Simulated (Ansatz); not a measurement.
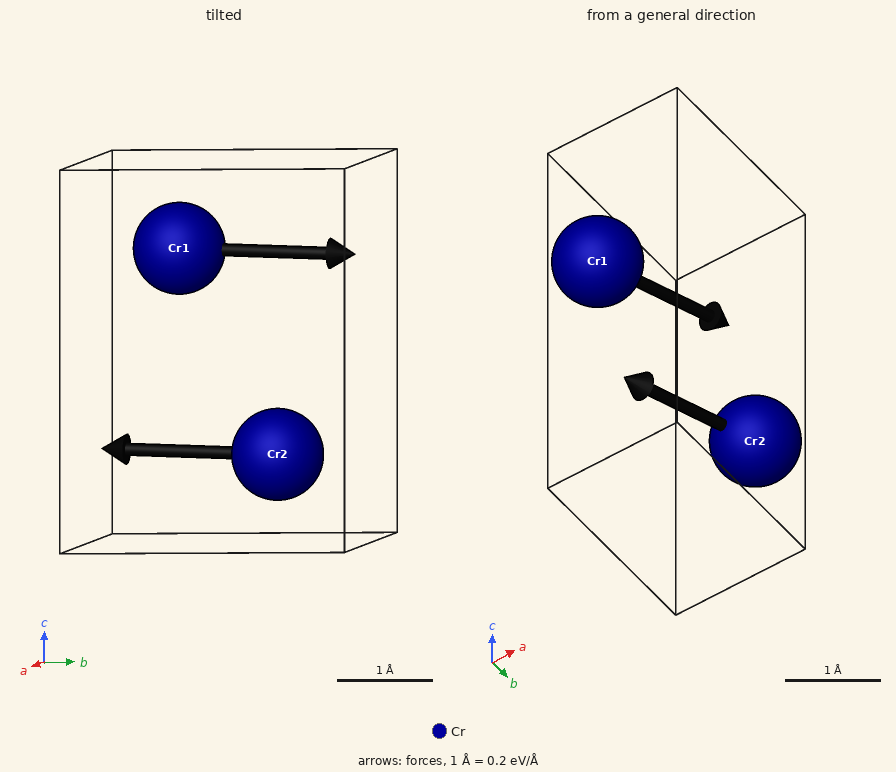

This spheres-only model is shown slightly off an axis and from a general direction. Atoms at the boundary of the cell (the run's own, in a reduced setting) (the box) are drawn once for each face, edge or corner they touch. The arrows are the computed forces on the atoms.

System: Cr. Computational set-up: DFT PBE, scalar-relativistic, plane waves, PAW (Ansatz 0.2.0), a plane-wave cutoff of 420 eV, k-points about 0.15 Å⁻¹ apart, Gaussian smearing of 0.15 eV, no spin polarisation (a spin-restricted run, not always the ground state).

**Would an optimiser stop at this geometry?**

No. The atoms still feel forces of up to about 0.3 eV/Å, far above a usual threshold of 0.01 to 0.03 eV/Å.

**On which atom is the force largest?**

Cr1 and Cr2, about 0.3 eV/Å.

Its origin is a structure listed in the Materials Project. The cell was then strained or its atoms displaced on purpose. It was the input of a calculation with Ansatz.
